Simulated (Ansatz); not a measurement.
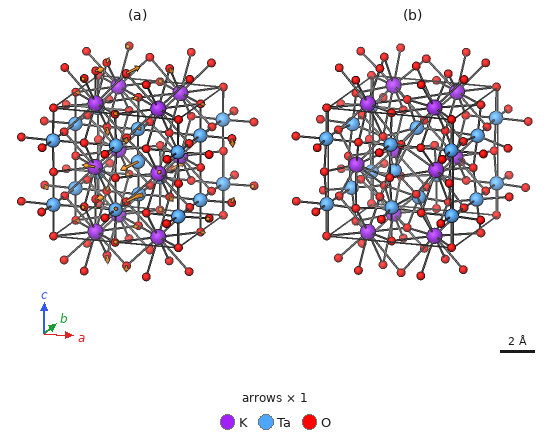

The structure of a defect cell of composition K₈Ta₉O₂₄ (cell charge +1) before (left) and after (right) a relaxation, at one scale. The orange arrows give the displacements, at their true length.

The picture is a ball-and-stick view of the cell of the calculation (origin shifted), seen slightly off an axis.

The atoms of the start lie slightly off their symmetric places, so part of the fall in energy undoes that.

Computed with Ansatz, DFT, PBEsol, PAW, plane waves.

The input:
```yaml
crystal:
  lattice:
    - [7.970878, 0.000000, 0.000000]
    - [0.000000, 7.970878, 0.000000]
    - [0.000000, 0.000000, 7.970878]
  atoms:
    - { symbol: K, position: [0.999795, 0.999595, 0.996307], spin: 0.2 }
    - { symbol: K, position: [0.996355, 0.996759, 0.500948], spin: 0.2 }
    - { symbol: K, position: [0.001433, 0.503164, 0.002236] }
    - { symbol: K, position: [0.002479, 0.501115, 0.507750] }
    - { symbol: K, position: [0.500672, 0.002063, 0.999170] }
    - { symbol: K, position: [0.502907, 0.997953, 0.496325] }
    - { symbol: K, position: [0.498257, 0.501843, 0.994566] }
    - { symbol: K, position: [0.497259, 0.501300, 0.502832] }
    - { symbol: Ta, position: [0.255282, 0.251089, 0.246892], spin: 0.2 }
    - { symbol: Ta, position: [0.251088, 0.246003, 0.756556], spin: 0.2 }
    - { symbol: Ta, position: [0.248928, 0.749572, 0.252927] }
    - { symbol: Ta, position: [0.251658, 0.753090, 0.751530] }
    - { symbol: Ta, position: [0.747278, 0.253242, 0.245786] }
    - { symbol: Ta, position: [0.748297, 0.250302, 0.749954] }
    - { symbol: Ta, position: [0.752669, 0.747383, 0.247198] }
    - { symbol: Ta, position: [0.749185, 0.747508, 0.747903] }
    - { symbol: Ta, position: [0.250418, 0.247003, 0.501166], spin: 0.2 }
    - { symbol: O, position: [0.254147, 0.247394, 0.002934] }
    - { symbol: O, position: [0.245903, 0.750271, 0.997238] }
    - { symbol: O, position: [0.249386, 0.747342, 0.500885] }
    - { symbol: O, position: [0.750832, 0.249732, 0.997600] }
    - { symbol: O, position: [0.751281, 0.248498, 0.501092] }
    - { symbol: O, position: [0.751433, 0.754822, 0.000342] }
    - { symbol: O, position: [0.754527, 0.746126, 0.503434] }
    - { symbol: O, position: [0.000642, 0.246518, 0.250198], spin: 0.2 }
    - { symbol: O, position: [0.000866, 0.251759, 0.748718] }
    - { symbol: O, position: [0.997456, 0.754900, 0.252212], spin: 0.2 }
    - { symbol: O, position: [0.998548, 0.749164, 0.751336] }
    - { symbol: O, position: [0.502607, 0.250229, 0.250012] }
    - { symbol: O, position: [0.497421, 0.254197, 0.748434] }
    - { symbol: O, position: [0.497671, 0.744715, 0.251123] }
    - { symbol: O, position: [0.495817, 0.749379, 0.750974] }
    - { symbol: O, position: [0.245542, 0.997765, 0.252281], spin: 0.2 }
    - { symbol: O, position: [0.247674, 0.001431, 0.750526] }
    - { symbol: O, position: [0.253854, 0.501867, 0.252347] }
    - { symbol: O, position: [0.253462, 0.502221, 0.747896] }
    - { symbol: O, position: [0.752814, 0.000717, 0.252851], spin: 0.2 }
    - { symbol: O, position: [0.747720, 0.001222, 0.750968] }
    - { symbol: O, position: [0.748054, 0.498803, 0.252957] }
    - { symbol: O, position: [0.752474, 0.497795, 0.755300] }
    - { symbol: O, position: [0.001749, 0.996198, 0.250415], spin: 0.2 }
  symmetry: { detect: false }
kpoints:
  mp_grid: { grid: [1, 1, 1], shift: [0.25, 0.25, 0.25] }
hamiltonian:
  xc: pbesol
total_charge: 1
magnetization:
  spin_polarized: true
scf:
  occupations: { method: fermi_dirac, width: 0.01 }
relax:
  f_tol: 0.03
  max_steps: 80
  escape_saddle: false
  adjacent_minimum: "off"
output:
  forces: true
  eigenvalues: true
  populations: true
  charged_corrections: { epsilon: 200 }
```

Run as
```bash
ansatz run in.yaml --threads 7 --pin off --max-ram 13300MiB --runs-dir r --events-out ev --progress --plain
```

> What changed between the two?

The largest move is that of Ta17, 1.33 Å along [−2 −3 −1]. Largest moves by element: Ta 1.33 Å, O 1.01 Å, K 0.84 Å. The cell stays as it was. Among the contacts that change: Ta17–O41 3.453 → 1.898 Å, K8–Ta17 2.825 → 4.131 Å, Ta11–Ta17 4.431 → 3.205 Å, K2–O33 2.806 → 4.003 Å. New bonds form, among them: Ta11–O41 (2.78 → 1.98 Å), Ta17–O25 (2.82 → 2.09 Å), Ta17–O26 (2.80 → 2.27 Å), Ta17–O33 (2.81 → 2.07 Å). Bonds break, among them: K1–O33 (2.83 → 3.86 Å), K2–O33 (2.81 → 4.00 Å). Bond angles that change, for instance: Ta9–Ta17–Ta10 178.6° → 105.6°, Ta17–Ta9–O18 177.8° → 114.8°, K1–O41–K2 178.1° → 123.7°. After 22 geometry steps the energy has fallen by 17.279 eV per cell of the calculation. Largest force component: 13 eV/Å at the start, 0.022 eV/Å at the end. The program noted that the starting moments weren't kept. Cost: 4.3 min on 7 threads of Arm Neoverse-V2, peak memory 1.9 GiB.

Limits of the set-up: the periodic images lie only 8.0 Å apart, so the values are limited by the cell's size; the cell is charged, on a uniform background, and energies carry no finite-size correction.
